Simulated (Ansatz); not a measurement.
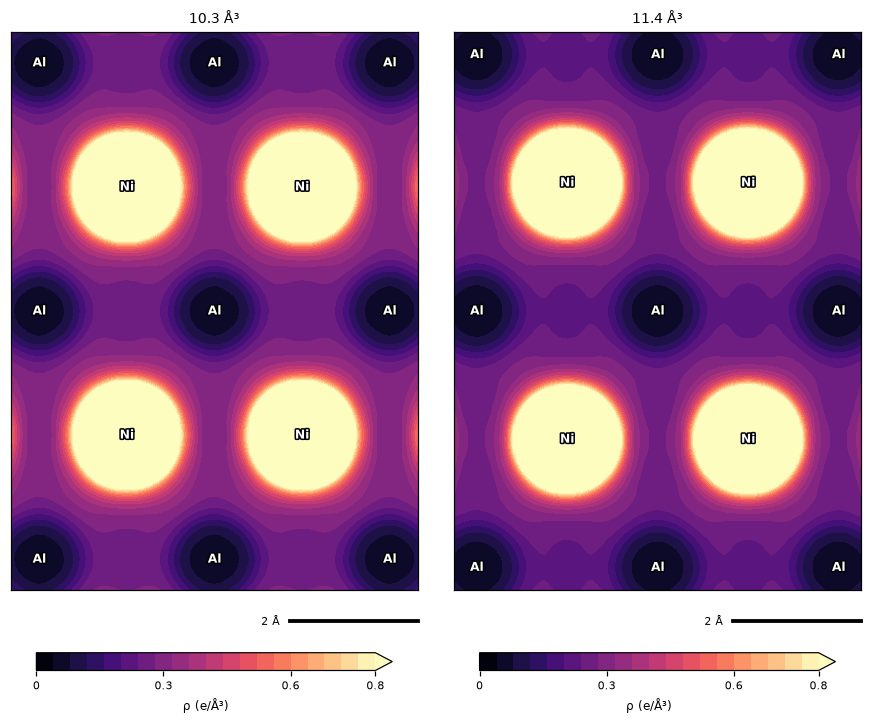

AlNi. The valence pseudo-density of cells scaled evenly to different volumes (given per atom above each panel), on the (011) plane of each (indices in the axes of the cell below), at one length scale and on one colour scale.

A structure from a database of computed crystals, not necessarily the ambient phase; computed without spin polarisation.

All numbers below come from DFT PBEsol, scalar-relativistic, plane waves, PAW (Ansatz 0.2.0).

The density is the valence pseudo-density of a PAW calculation; it isn't the true density close to the nuclei.

The largest cell:

```xyz
2
Lattice="2.0009 -2.0009 0.0000 2.0009 2.0009 0.0000 0.0000 0.0000 2.8404" Properties=species:S:1:pos:R:3 pbc="T T T"
Al    0.0000    0.0000    0.0000
Ni    2.0009    0.0000    1.4202
```

| volume (Å³/atom) | Al–Ni contact in the plane (Å) | ρ at its midpoint (e/Å³) | pressure (GPa) | 
| --- | --- | --- | --- |
| 10.32 | 2.375 | 0.364 | 29.2 | 
| 11.02 | 2.428 | ? | ? | 
| 11.37 | 2.454 | 0.320 | 5.6 | 

What values belong in the row with question marks?

Over the known rows ln ρ falls by 1.63 per Å of Al–Ni distance (the line through the two), which gives 0.334 e/Å³ at 2.428 Å; the calculation gives 0.334 e/Å³. For the pressure, a straight line in volume between the neighbouring rows gives 13.5 GPa; the calculation gives 12.3, lower because pressure rises ever faster on compression.
